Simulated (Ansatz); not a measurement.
Consider Ti (slab).

```yaml
crystal:
  lattice:
    - [3.28200, 0.00000, 0.00000]
    - [0.00000, 3.28200, 0.00000]
    - [0.00000, 0.00000, 24.84600]
  atoms:
    - { symbol: Ti, position: [0.50000, 0.50000, 0.30186] }
    - { symbol: Ti, position: [0.00000, 0.00000, 0.36791] }
    - { symbol: Ti, position: [0.50000, 0.50000, 0.43395] }
    - { symbol: Ti, position: [0.00000, 0.00000, 0.50000] }
    - { symbol: Ti, position: [0.50000, 0.50000, 0.56605] }
    - { symbol: Ti, position: [0.00000, 0.00000, 0.63209] }
    - { symbol: Ti, position: [0.50000, 0.50000, 0.69814] }
```

Not relaxed (largest force 0.6 eV/Å).

Method: Ansatz, Kohn-Sham DFT of a periodic cell, PBE, Ansatz PAW.

Q: What will maps of the valence pseudo-density and electron localisation function show?

A: Ti–Ti (2.84 Å): ρ at the midpoint is about 0.19 e/Å³; the ELF is about 0.20 at the midpoint (no localised pair shows between them).

Q: Does the calculation give a band gap?

A: It is gapless in this calculation (a metal or semimetal).

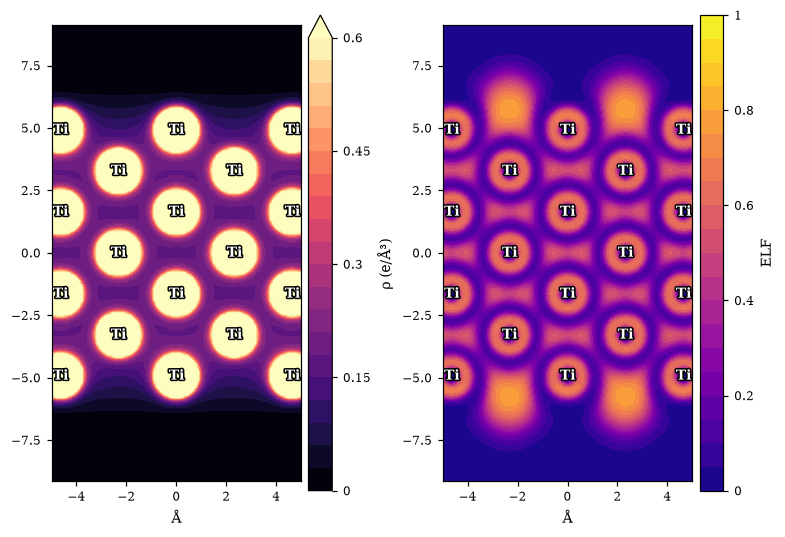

Computed valence pseudo-density and electron localisation function on the (110) plane of the calculation cell, a cut from vacuum to vacuum, in this order. 

The density is the valence pseudo-density of a PAW calculation; it isn't the true density close to the nuclei.
